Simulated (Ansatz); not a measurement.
# Geometry relaxation of B₄N₃ (part 2 of 4)

B₄N₃ (slab, 7 atoms in the cell); DFT PBE+D3(BJ), scalar-relativistic, plane waves, PAW, spin-polarised (Ansatz 0.2.0); cutoff 420 eV, 12×12×1 k-mesh, Gaussian smearing of 0.05 eV, collinear spins. The structure derives from an entry of the Crystallography Open Database. The input holds or restrains some coordinates. It belongs to a series of runs on one base structure; here: B put at a bridge N-N site.

Geometry of the input (Å; fractional positions):
```
2.5064  0.0000  0.0000
-1.2532  2.1706  0.0000
0.0000  0.0000  25.6168
B  0.3333  0.6667  0.3318
N  0.6667  0.3333  0.3318
B  0.6667  0.3333  0.4610
N  0.3333  0.6667  0.4610
B  0.3333  0.6667  0.5901
N  0.6667  0.3333  0.5901
B  0.1667  -0.1667  0.6494
```

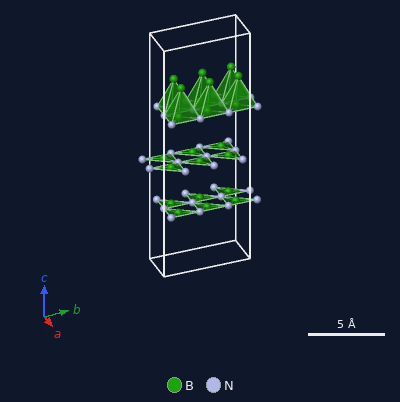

The geometry at step 3 of the log (polyhedral view of the 2 × 3 repeat of the cell, with the vacuum cut short, seen slightly off an axis; polyhedra are completed across the faces of the cell).

## What the program printed, continued
```
SCF iter   1: F=—  HF=-1783.470268 eV  |F-HF|=—  |Δ(HF+E_count)|=         —  Δρ=5.17e-2 (↑5.17e-2 ↓5.03e-2)  dr2=1.52e1  dr2_m=8.08e-2  M=0.380 μB ∫|m|=0.381 μB  β_m=0.30  ethr=3.10e-3  p=0.000 e·Å  D=1.44e-7 V/Å  ΔV_dip=-0.00 eV  dr2_dipole=4.64e-2  V_vac-E_F(+/−)=7.11/7.11 eV  ⟨swp⟩=9.4  Hψ=12311  notcnv=0  defer=1
efield: sawtooth ramp at fractional position 0.9706 (placed from the atoms, in the widest stretch of the axis that holds none; the zero of the levels goes with the place), width 0.0400; the density the first Hamiltonian is built on has a dipole p = 0.000 e·Å; the dipole correction subtracts the counter field D = 1.44e-7 V/Å, which shifts the + side's vacuum level by -0.00 eV against the − side's; the planar-averaged density in the ramp window peaks in size at 2.2e-7 e/Å³
preconditioner: auto → none  [insulator: Δε(μ)=0.055 eV  Ē_g=16.028 eV  σ=0.050 eV  W_gap=0.52  n_scr=16 (ndim 8)  ℏωp=16.3 eV  f_vac=0.530  D(μ)=1.08/eV (n_scr^D=8)  ε∞_Penn≈2.0]
SCF iter   2: F=—  HF=-1779.718426 eV  |F-HF|=—  |Δ(HF+E_count)|=    3.75e0  Δρ=2.49e-2 (↑2.32e-2 ↓2.49e-2)  dr2=5.12e0  dr2_m=6.44e-2  M=0.236 μB ∫|m|=0.250 μB  β_m=0.30  ethr=3.10e-3  p=0.080 e·Å  D=1.04e-1 V/Å  ΔV_dip=-2.67 eV  dr2_dipole=5.69e-1  V_vac-E_F(+/−)=4.43/7.10 eV  ⟨swp⟩=4.1  Hψ=5115  notcnv=0  defer=216  κ⁻¹=1.0e0(r=1)
preconditioner: auto → LDOS  [metal: Δε(μ)=0.022 eV  Ē_g=14.442 eV  σ=0.050 eV  W_gap=0.25  n_scr=16 (ndim 8)  ℏωp=16.3 eV  f_vac=0.536  D(μ)=1.18/eV (n_scr^D=10)]
spin=Collinear: LDOS preconditioning applied to the charge; magnetization (m = ρ↑ − ρ↓) channel mixes plain (no charge-response kernel on spin).
SCF iter   3: F=—  HF=-1779.071966 eV  |F-HF|=—  |Δ(HF+E_count)|=   6.46e-1  Δρ=1.73e-2 (↑1.63e-2 ↓1.73e-2)  dr2=1.69e0  dr2_m=3.24e-2  M=0.234 μB ∫|m|=0.237 μB  β_m=0.30  ethr=3.10e-3  p=0.015 e·Å  D=1.89e-2 V/Å  ΔV_dip=-0.49 eV  dr2_dipole=1.46e-1  V_vac-E_F(+/−)=5.16/5.65 eV  ⟨swp⟩=3.4  Hψ=3638  notcnv=0  defer=217  κ⁻¹=5.3e-2(r=2)
SCF iter   4: F=—  HF=-1778.700523 eV  |F-HF|=—  |Δ(HF+E_count)|=   3.71e-1  Δρ=7.68e-3 (↑7.20e-3 ↓7.68e-3)  dr2=1.16e-1  dr2_m=2.04e-2  M=0.197 μB ∫|m|=0.198 μB  β_m=0.30  ethr=3.10e-3  p=-0.060 e·Å  D=-7.85e-2 V/Å  ΔV_dip=2.01 eV  dr2_dipole=1.84e-3  V_vac-E_F(+/−)=5.66/3.65 eV  ⟨swp⟩=3.5  Hψ=3973  notcnv=0  defer=233  κ⁻¹=3.1e-3(r=3)
SCF iter   5: F=—  HF=-1778.704374 eV  |F-HF|=—  |Δ(HF+E_count)|=   3.85e-3  Δρ=3.80e-3 (↑3.73e-3 ↓3.80e-3)  dr2=1.16e-2  dr2_m=1.32e-2  M=0.167 μB ∫|m|=0.167 μB  β_m=0.30  ethr=4.28e-4  p=-0.076 e·Å  D=-9.82e-2 V/Å  ΔV_dip=2.51 eV  dr2_dipole=2.93e-4  V_vac-E_F(+/−)=5.62/3.10 eV  ⟨swp⟩=3.9  Hψ=3885  notcnv=0  defer=228  κ⁻¹=1.1e-4(r=4)
SCF iter   6: F=—  HF=-1778.718479 eV  |F-HF|=—  |Δ(HF+E_count)|=   1.41e-2  Δρ=2.72e-3 (↑2.49e-3 ↓2.72e-3)  dr2=3.06e-3  dr2_m=8.35e-3  M=0.145 μB ∫|m|=0.145 μB  β_m=0.30  ethr=4.29e-5  p=-0.071 e·Å  D=-9.23e-2 V/Å  ΔV_dip=2.36 eV  dr2_dipole=2.32e-4  V_vac-E_F(+/−)=5.47/3.11 eV  ⟨swp⟩=2.5  Hψ=3146  notcnv=0  defer=234  κ⁻¹=2.0e-5(r=5)
SCF iter   7: F=—  HF=-1778.724766 eV  |F-HF|=—  |Δ(HF+E_count)|=   6.29e-3  Δρ=2.05e-3 (↑2.05e-3 ↓2.05e-3)  dr2=2.81e-4  dr2_m=5.27e-3  M=0.129 μB ∫|m|=0.130 μB  β_m=0.30  ethr=1.13e-5  p=-0.072 e·Å  D=-9.39e-2 V/Å  ΔV_dip=2.40 eV  dr2_dipole=3.51e-6  V_vac-E_F(+/−)=5.52/3.11 eV  ⟨swp⟩=2.1  Hψ=2254  notcnv=0  defer=234  κ⁻¹=9.1e-6(r=6)
SCF iter   8: F=—  HF=-1778.728813 eV  |F-HF|=—  |Δ(HF+E_count)|=   4.05e-3  Δρ=1.55e-3 (↑1.55e-3 ↓1.51e-3)  dr2=5.41e-5  dr2_m=2.99e-3  M=0.125 μB ∫|m|=0.126 μB  β_m=0.30  ethr=1.04e-6  p=-0.072 e·Å  D=-9.30e-2 V/Å  ΔV_dip=2.38 eV  dr2_dipole=1.33e-6  V_vac-E_F(+/−)=5.52/3.13 eV  ⟨swp⟩=2.5  Hψ=2995  notcnv=0  defer=234  κ⁻¹=4.4e-7(r=7)
SCF iter   9: F=—  HF=-1778.731018 eV  |F-HF|=—  |Δ(HF+E_count)|=   2.20e-3  Δρ=1.14e-3 (↑1.14e-3 ↓1.13e-3)  dr2=7.97e-6  dr2_m=1.64e-3  M=0.125 μB ∫|m|=0.125 μB  β_m=0.80  ethr=8.33e-8  p=-0.072 e·Å  D=-9.29e-2 V/Å  ΔV_dip=2.38 eV  dr2_dipole=1.68e-7  V_vac-E_F(+/−)=5.52/3.14 eV  ⟨swp⟩=24.8  Hψ=23133  notcnv=0
Mixer restart at iter 9: flushing history
spin-set hold released at iteration 9 (site moments contracting): the magnetisation degrees of freedom join the quasi-Newton model from the next iteration; the mixer history was flushed
SCF iter  10: F=—  HF=-1778.733499 eV  |F-HF|=—  |Δ(HF+E_count)|=   2.48e-3  Δρ=4.05e-4 (↑3.99e-4 ↓4.05e-4)  dr2=1.21e-5  dr2_m=2.04e-4  M=0.122 μB ∫|m|=0.122 μB  β_m=0.38  ethr=2.95e-8  p=-0.072 e·Å  D=-9.29e-2 V/Å  ΔV_dip=2.38 eV  dr2_dipole=9.28e-7  V_vac-E_F(+/−)=5.55/3.17 eV  ⟨swp⟩=18.7  Hψ=21345  notcnv=0
density mixer auto → msr1: a metal under ldos (density of states about μ 0.39 of a free-electron gas's, 16 screened modes)
SCF iter  11: F=—  HF=-1778.733821 eV  |F-HF|=—  |Δ(HF+E_count)|=   3.22e-4  Δρ=1.13e-4 (↑1.13e-4 ↓1.09e-4)  dr2=6.07e-6  dr2_m=1.45e-5  M=0.114 μB ∫|m|=0.114 μB  β_m=0.66  ethr=2.95e-8  p=-0.072 e·Å  D=-9.30e-2 V/Å  ΔV_dip=2.38 eV  dr2_dipole=1.53e-7  V_vac-E_F(+/−)=5.56/3.18 eV  ⟨swp⟩=18.4  Hψ=19771  notcnv=0
SCF iter  12: F=—  HF=-1778.733815 eV  |F-HF|=—  |Δ(HF+E_count)|=   5.84e-6  Δρ=6.09e-5 (↑5.30e-5 ↓6.09e-5)  dr2=7.13e-7  dr2_m=4.00e-6  M=0.108 μB ∫|m|=0.108 μB  β_m=0.71  ethr=2.25e-8  p=-0.072 e·Å  D=-9.29e-2 V/Å  ΔV_dip=2.38 eV  dr2_dipole=6.20e-15  V_vac-E_F(+/−)=5.56/3.18 eV  ⟨swp⟩=17.1  Hψ=17740  notcnv=0
SCF iter  13: F=—  HF=-1778.733826 eV  |F-HF|=—  |Δ(HF+E_count)|=   1.01e-5  Δρ=2.59e-5 (↑2.32e-5 ↓2.59e-5)  dr2=8.39e-8  dr2_m=7.41e-7  M=0.109 μB ∫|m|=0.110 μB  β_m=0.86  ethr=2.64e-9  p=-0.072 e·Å  D=-9.29e-2 V/Å  ΔV_dip=2.38 eV  dr2_dipole=1.92e-10  V_vac-E_F(+/−)=5.56/3.18 eV  ⟨swp⟩=16.1  Hψ=16461  notcnv=0
SCF iter  14: F=—  HF=-1778.733827 eV  |F-HF|=—  |Δ(HF+E_count)|=   1.93e-6  Δρ=1.25e-5 (↑8.38e-6 ↓1.25e-5)  dr2=6.99e-8  dr2_m=1.32e-7  M=0.110 μB ∫|m|=0.110 μB  β_m=0.93  ethr=3.11e-10  p=-0.072 e·Å  D=-9.29e-2 V/Å  ΔV_dip=2.38 eV  dr2_dipole=5.28e-11  V_vac-E_F(+/−)=5.56/3.18 eV  ⟨swp⟩=14.7  Hψ=15379  notcnv=0
SCF iter  15: F=—  HF=-1778.733828 eV  |F-HF|=—  |Δ(HF+E_count)|=   5.02e-7  Δρ=3.71e-6 (↑3.63e-6 ↓3.71e-6)  dr2=4.53e-8  dr2_m=1.32e-8  M=0.110 μB ∫|m|=0.110 μB  β_m=0.83  ethr=2.59e-10  p=-0.072 e·Å  D=-9.29e-2 V/Å  ΔV_dip=2.38 eV  dr2_dipole=7.71e-9  V_vac-E_F(+/−)=5.56/3.18 eV  ⟨swp⟩=13.9  Hψ=14682  notcnv=0
SCF iter  16: F=—  HF=-1778.733828 eV  |F-HF|=—  |Δ(HF+E_count)|=   4.24e-8  Δρ=3.23e-6 (↑3.23e-6 ↓2.90e-6)  dr2=3.12e-8  dr2_m=1.06e-8  M=0.110 μB ∫|m|=0.110 μB  β_m=0.67  ethr=1.68e-10  p=-0.072 e·Å  D=-9.29e-2 V/Å  ΔV_dip=2.38 eV  dr2_dipole=1.01e-9  V_vac-E_F(+/−)=5.56/3.18 eV  ⟨swp⟩=12.1  Hψ=12520  notcnv=0
SCF iter  17: F=—  HF=-1778.733828 eV  |F-HF|=—  |Δ(HF+E_count)|=   1.45e-8  Δρ=2.74e-6 (↑2.74e-6 ↓2.52e-6)  dr2=4.31e-9  dr2_m=8.50e-9  M=0.110 μB ∫|m|=0.110 μB  β_m=0.82  ethr=1.15e-10  p=-0.072 e·Å  D=-9.29e-2 V/Å  ΔV_dip=2.38 eV  dr2_dipole=7.31e-10  V_vac-E_F(+/−)=5.56/3.18 eV  ⟨swp⟩=10.7  Hψ=11721  notcnv=0
SCF iter  18: F=-1778.733828 eV  HF=-1778.733828 eV  |F-HF|=4.26e-9  |Δ(HF+E_count)|=   3.24e-8  Δρ=1.01e-6 (↑1.01e-6 ↓9.87e-7)  dr2=2.53e-9  dr2_m=7.71e-10  M=0.110 μB ∫|m|=0.110 μB  ethr=1.60e-11  p=-0.072 e·Å  D=-9.29e-2 V/Å  ΔV_dip=2.38 eV  dr2_dipole=2.19e-12  V_vac-E_F(+/−)=5.56/3.18 eV  ⟨swp⟩=10.8  Hψ=12335  notcnv=0
WARN: dispersion: an atom stands within reach of a switch of its C6 between two reference coordination numbers of its element: through that C6 alone, e_disp changes by 0.025 eV or more while the distances to its neighbours run over a stretch of 0.05 Å that contains this geometry (sites counted from 0 in the run's list of atoms or, in a supercell that it derives, in that cell's: here a list of 7) — site 6 (B): coordination number 2.502 (about 2.16 to 2.85 with every neighbour 0.05 Å farther or nearer), switch near 2.428 between the references 2.913 (weight 0.64) and 1.944 (weight 0.36), e_disp changing by some 0.04 eV. This is how the published method behaves, and the energy and the forces stay consistent. Where you compare this geometry's total energy with another's, compare their components.e_disp too, and, where the geometries are yours to choose, keep both on one side of the switch, which a site's coordination number tells: a relaxation that ends in reach of it can search the other side under relax.adjacent_minimum: search, except where no move that the cell, the constraints and the symmetry allow carries the atom there
SCF 1 converged in 18 iterations: F = -1778.733828 eV  dr2 = 2.53e-9
  greatest PAW one-centre occupation: 0.801 electrons in one spin orbital (limit 2), on the N atom at site 5 (counted from 0), in its partial waves of l = 0
relax step   1: F+E_penalty+E_count = -1778.73382808 eV  Δ(F+E_penalty+E_count) = +0.000e0 eV  max|allowed force component| = 5.337e0 eV/Å  Δτ_max = 0.0000 Å  (18 SCF iters, dr2 threshold 2.25e-5 eV, accepted)
Initial density: handed on by an earlier stage of this run
Starting moments: Σ|m| = 1 μB on 1 of 7 sites; this step starts from the density that it was given
Initial wavefunctions: those handed on with the density
SCF iter   1: F=—  HF=-1779.938301 eV  |F-HF|=—  |Δ(HF+E_count)|=         —  Δρ=1.16e-2 (↑1.16e-2 ↓1.13e-2)  dr2=1.30e0  dr2_m=2.68e-3  M=0.030 μB ∫|m|=0.055 μB  β_m=0.41  ethr=3.10e-3  p=-0.072 e·Å  D=-9.29e-2 V/Å  ΔV_dip=2.38 eV  dr2_dipole=5.98e-2  V_vac-E_F(+/−)=5.74/3.36 eV  ⟨swp⟩=5.9  Hψ=7738  notcnv=0  defer=25
efield: sawtooth ramp at fractional position 0.9706 (handed on by an earlier solve), width 0.0400; the density the first Hamiltonian is built on has a dipole p = -0.072 e·Å; the dipole correction subtracts the counter field D = -9.29e-2 V/Å, which shifts the + side's vacuum level by +2.38 eV against the − side's; the planar-averaged density in the ramp window peaks in size at 5.8e-7 e/Å³
preconditioner: auto → LDOS  [metal: Δε(μ)=0.019 eV  Ē_g=14.351 eV  σ=0.050 eV  W_gap=0.21  n_scr=16 (ndim 8)  ℏωp=16.3 eV  f_vac=0.542  D(μ)=0.63/eV (n_scr^D=6)]
spin=Collinear: LDOS preconditioning applied to the charge; magnetization (m = ρ↑ − ρ↓) channel mixes plain (no charge-response kernel on spin).
SCF iter   2: F=—  HF=-1779.735382 eV  |F-HF|=—  |Δ(HF+E_count)|=   2.03e-1  Δρ=6.84e-3 (↑6.84e-3 ↓6.63e-3)  dr2=3.64e-1  dr2_m=1.22e-3  M=0.027 μB ∫|m|=0.046 μB  β_m=0.59  ethr=3.10e-3  p=-0.078 e·Å  D=-1.01e-1 V/Å  ΔV_dip=2.58 eV  dr2_dipole=4.33e-2  V_vac-E_F(+/−)=5.52/2.94 eV  ⟨swp⟩=2.1  Hψ=3093  notcnv=0  defer=179  κ⁻¹=1.0e0(r=1)
preconditioner: auto → none  [insulator: Δε(μ)=0.107 eV  Ē_g=14.243 eV  σ=0.050 eV  W_gap=0.72  n_scr=16 (ndim 8)  ℏωp=16.3 eV  f_vac=0.542  D(μ)=0.58/eV (n_scr^D=6)  ε∞_Penn≈2.3]
density mixer auto → broyden: gapped, with few screened modes (density of states about μ 0.34 of a free-electron gas's, 16 screened modes)
SCF iter   3: F=—  HF=-1779.706717 eV  |F-HF|=—  |Δ(HF+E_count)|=   2.87e-2  Δρ=3.35e-3 (↑3.09e-3 ↓3.35e-3)  dr2=2.07e-1  dr2_m=3.25e-4  M=0.009 μB ∫|m|=0.023 μB  β_m=0.46  ethr=1.35e-3  p=-0.016 e·Å  D=-2.04e-2 V/Å  ΔV_dip=0.52 eV  dr2_dipole=2.98e-2  V_vac-E_F(+/−)=4.86/4.34 eV  ⟨swp⟩=3.2  Hψ=3921  notcnv=0  defer=194  κ⁻¹=1.1e-1(r=2)
SCF iter   4: F=—  HF=-1779.684729 eV  |F-HF|=—  |Δ(HF+E_count)|=   2.20e-2  Δρ=2.44e-3 (↑2.44e-3 ↓2.39e-3)  dr2=1.65e-2  dr2_m=1.89e-4  M=0.023 μB ∫|m|=0.031 μB  β_m=1.20  ethr=7.68e-4  p=-0.044 e·Å  D=-5.69e-2 V/Å  ΔV_dip=1.46 eV  dr2_dipole=8.08e-4  V_vac-E_F(+/−)=5.29/3.83 eV  ⟨swp⟩=2.5  Hψ=2964  notcnv=0  defer=201  κ⁻¹=5.9e-3(r=3)
SCF iter   5: F=—  HF=-1779.685783 eV  |F-HF|=—  |Δ(HF+E_count)|=   1.05e-3  Δρ=9.90e-4 (↑9.85e-4 ↓9.90e-4)  dr2=1.91e-3  dr2_m=2.57e-5  M=0.016 μB ∫|m|=0.018 μB  β_m=0.85  ethr=6.12e-5  p=-0.036 e·Å  D=-4.72e-2 V/Å  ΔV_dip=1.21 eV  dr2_dipole=3.49e-6  V_vac-E_F(+/−)=5.23/4.02 eV  ⟨swp⟩=2.2  Hψ=2866  notcnv=0  defer=201  κ⁻¹=1.4e-3(r=4)
SCF iter   6: F=—  HF=-1779.686623 eV  |F-HF|=—  |Δ(HF+E_count)|=   8.40e-4  Δρ=3.07e-4 (↑3.07e-4 ↓3.03e-4)  dr2=1.65e-4  dr2_m=6.63e-6  M=0.010 μB ∫|m|=0.010 μB  β_m=0.74  ethr=7.06e-6  p=-0.034 e·Å  D=-4.44e-2 V/Å  ΔV_dip=1.14 eV  dr2_dipole=1.45e-6  V_vac-E_F(+/−)=5.21/4.08 eV  ⟨swp⟩=2.3  Hψ=3068  notcnv=0  defer=201  κ⁻¹=9.3e-5(r=5)
SCF iter   7: F=—  HF=-1779.686726 eV  |F-HF|=—  |Δ(HF+E_count)|=   1.04e-4  Δρ=1.26e-4 (↑1.26e-4 ↓1.20e-4)  dr2=2.79e-5  dr2_m=2.22e-6  M=0.005 μB ∫|m|=0.005 μB  β_m=1.20  ethr=6.11e-7  p=-0.034 e·Å  D=-4.46e-2 V/Å  ΔV_dip=1.14 eV  dr2_dipole=2.82e-8  V_vac-E_F(+/−)=5.21/4.07 eV  ⟨swp⟩=2.2  Hψ=2961  notcnv=0  defer=200  κ⁻¹=9.9e-6(r=6)
iter 8 did not close the SCF: its close was put off for a magnetic moment that had not settled (scf_convergence_deferred on its scf_iter line)
SCF iter   8: F=-1779.686757 eV  HF=-1779.686757 eV  |F-HF|=4.84e-7  |Δ(HF+E_count)|=   3.01e-5  Δρ=2.66e-5 (↑2.44e-5 ↓2.66e-5)  dr2=1.89e-6  dr2_m=3.04e-7  M=0.002 μB ∫|m|=0.002 μB  β_m=0.44  ethr=1.03e-7  p=-0.034 e·Å  D=-4.47e-2 V/Å  ΔV_dip=1.15 eV  dr2_dipole=7.61e-8  V_vac-E_F(+/−)=5.21/4.07 eV  ⟨swp⟩=21.8  Hψ=18891  notcnv=0  κ⁻¹=2.6e-7(r=7)
iter 9 did not close the SCF: its close was put off for a magnetic moment that had not settled (scf_convergence_deferred on its scf_iter line)
SCF iter   9: F=-1779.686758 eV  HF=-1779.686758 eV  |F-HF|=2.60e-7  |Δ(HF+E_count)|=   1.69e-6  Δρ=1.26e-5 (↑1.16e-5 ↓1.26e-5)  dr2=4.50e-7  dr2_m=8.09e-8  M=0.001 μB ∫|m|=0.001 μB  β_m=0.58  ethr=7.01e-9  p=-0.035 e·Å  D=-4.48e-2 V/Å  ΔV_dip=1.15 eV  dr2_dipole=3.92e-8  V_vac-E_F(+/−)=5.21/4.06 eV  ⟨swp⟩=12.8  Hψ=14789  notcnv=0  κ⁻¹=1.1e-7(r=8)
SCF iter  10: F=-1779.686758 eV  HF=-1779.686758 eV  |F-HF|=1.91e-8  |Δ(HF+E_count)|=   1.55e-9  Δρ=4.76e-6 (↑4.76e-6 ↓4.69e-6)  dr2=2.54e-8  dr2_m=2.29e-8  M=0.000 μB ∫|m|=0.000 μB  ethr=1.67e-9  p=-0.034 e·Å  D=-4.47e-2 V/Å  ΔV_dip=1.15 eV  dr2_dipole=2.45e-9  V_vac-E_F(+/−)=5.21/4.06 eV  ⟨swp⟩=9.5  Hψ=13145  notcnv=0
WARN: the starting moments were not kept: the SCF closed with an absolute magnetisation of 3.4e-4 μB, where they sum to 1 μB in size (1 site). That is at most 0.1 of that sum. Measured as dr2_m measures the in/out step, that magnetisation stands 2.9e-8 eV from none, at or under the dr2_threshold of 1.0e-4 eV: it is no larger than a step whose dr2_m would equal this threshold. The system may hold no moment; this SCF shows only that its start led to no more than that. This SCF took its magnetisation from the state that an earlier stage of the run handed on, and the starting moments (crystal.atoms[].spin, magnetization.per_species, magnetization.initial_magnetization, or on a non-collinear deck that types none of these the spinor_matrix: blocks that start its atoms; where the total moment is fixed, keep their sum and leave initial_magnetization as it is) reach it only through that state. Under a hybrid functional, moments that its semilocal warm-up loses can be held through it (magnetization.spin_locking: {lock_spins: true, release_at_the_exchange_loop: true}, refused in a deck that types no crystal.atoms[].spin or magnetization.per_species, and beside md: or magnetic_configurations:, beside output.atomic_orbital_hamiltonian at one k-point under exchange of full range, and beside output.current_voltage). To try another start, change the starting moments or, where the run itself opened from a saved state (the deck's checkpoint.read, a session's seed or a resume), run it without that state.
SCF 2 converged in 10 iterations: F = -1779.686758 eV  dr2 = 2.54e-8
[... from here on the iterations of each SCF are left out, up to the last one ...]
relax step   2: F+E_penalty+E_count = -1779.68675825 eV  Δ(F+E_penalty+E_count) = -9.529e-1 eV  max|allowed force component| = 2.909e0 eV/Å  Δτ_max = 0.1939 Å  (10 SCF iters, dr2 threshold 1.00e-4 eV, accepted)
[... from here on the SCF iterations and repeated set-up lines of each step are left out, up to the last step ...]
SCF 3 converged in 13 iterations: F = -1780.167309 eV  dr2 = 4.72e-9
relax step   3: F+E_penalty+E_count = -1780.16730895 eV  Δ(F+E_penalty+E_count) = -4.806e-1 eV  max|allowed force component| = 6.833e-1 eV/Å  Δτ_max = 0.1947 Å  (13 SCF iters, dr2 threshold 1.00e-4 eV, accepted)
SCF 4 converged in 13 iterations: F = -1780.260923 eV  dr2 = 2.72e-9
relax step   4: F+E_penalty+E_count = -1780.26092317 eV  Δ(F+E_penalty+E_count) = -9.361e-2 eV  max|allowed force component| = 3.242e-1 eV/Å  Δτ_max = 0.2000 Å  (13 SCF iters, dr2 threshold 2.92e-5 eV, accepted)
SCF 5 converged in 13 iterations: F = -1780.280565 eV  dr2 = 2.31e-10
relax step   5: F+E_penalty+E_count = -1780.28056534 eV  Δ(F+E_penalty+E_count) = -1.964e-2 eV  max|allowed force component| = 1.816e-1 eV/Å  Δτ_max = 0.1886 Å  (13 SCF iters, dr2 threshold 6.57e-6 eV, accepted)
SCF 6 converged in 14 iterations: F = -1780.285131 eV  dr2 = 1.30e-9
```
